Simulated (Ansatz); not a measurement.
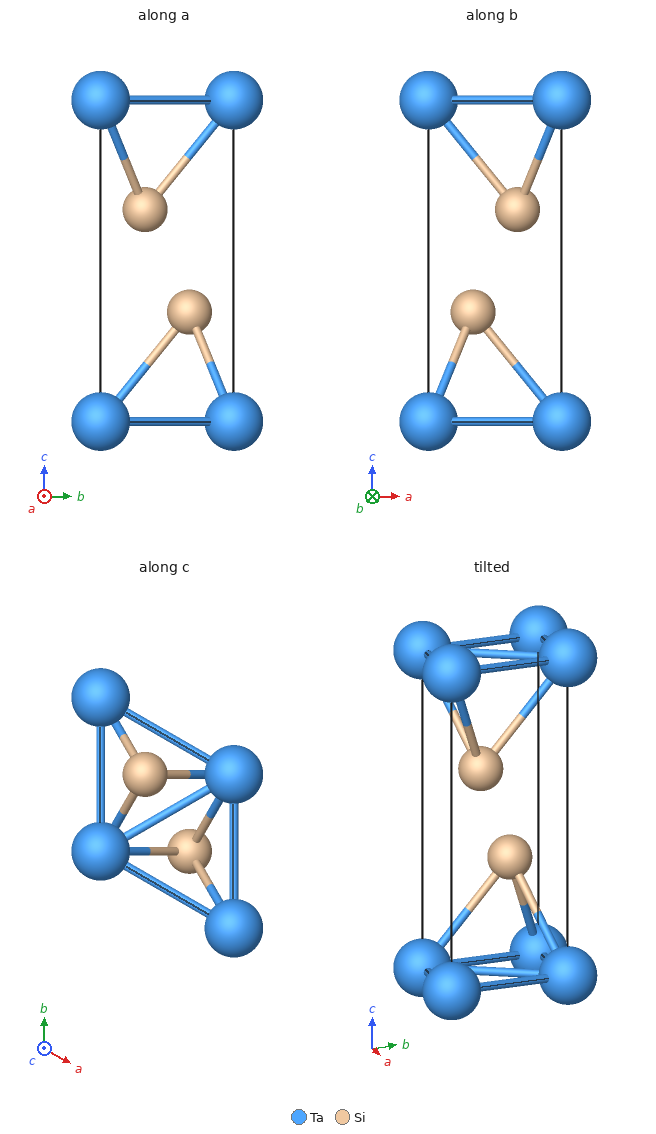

A ball-and-stick rendering, viewed along the a axis, along the b axis, along the c axis and slightly off an axis. The wireframe shows the conventional unit cell.

Lattice parameters: a = 2.951 Å, b = 2.951 Å, c = 6.168 Å, α = 90.00°, β = 90.00°, γ = 120.00°. Put a along x and b in the xy plane.

Q: From the views, write a POSCAR file, with free fractional coordinates to two decimals.

A:
```
Ta Si
1.0
     2.951    0.000    0.000
    -1.476    2.556    0.000
     0.000    0.000    6.168
Ta Si
1 2
Direct
  0.00 0.00 0.00
  0.3333 0.6667 0.34
  0.6667 0.3333 0.66
```

The structure comes from a structure type filled with these elements by a generator (whether the compound takes this form wasn't checked). It is drawn as it came out of a relaxation with Ansatz, DFT PBE, scalar-relativistic, plane waves, PAW.
